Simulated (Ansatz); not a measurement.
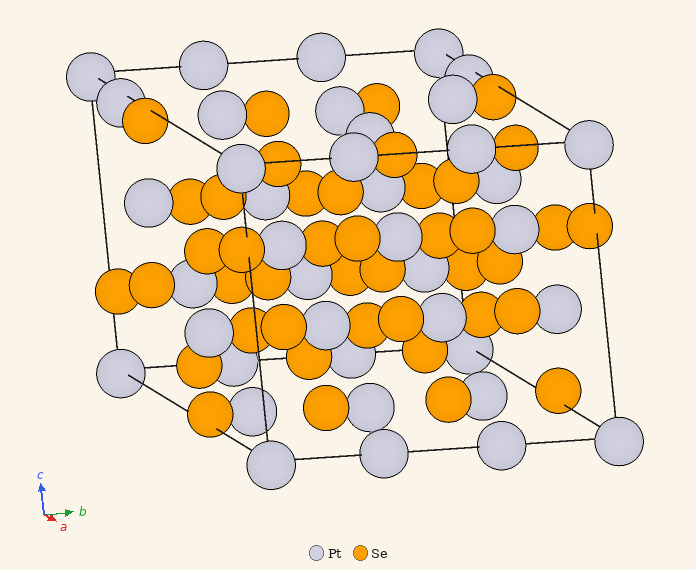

Crystal structure, spheres-only style, seen slightly off an axis. Lines trace the edges of the conventional unit cell.

Pt5Se9, space group Cm (No. 8), a = 14.54 Å, b = 11.25 Å, c = 9.19 Å, α = 90.00°, β = 108.46°, γ = 90.00°.

All computed values are from DFT PBE, scalar-relativistic, plane waves, PAW in Ansatz. Settings: an energy cutoff of 420 eV, k-points about 0.36 Å⁻¹ apart, Gaussian smearing of 0.01 eV, no spin polarisation.

**What is the band gap, if any?**

A semiconductor at this level, with a gap of 0.86 eV on the k-mesh (the true edges may lie between mesh points, so the gap can be somewhat smaller).

The initial geometry was a structure listed in the Materials Project, repeated into a supercell with a point defect put in. The atoms were relaxed in a fixed cell with Ansatz 0.2.0, DFT PBE, scalar-relativistic, plane waves, PAW.
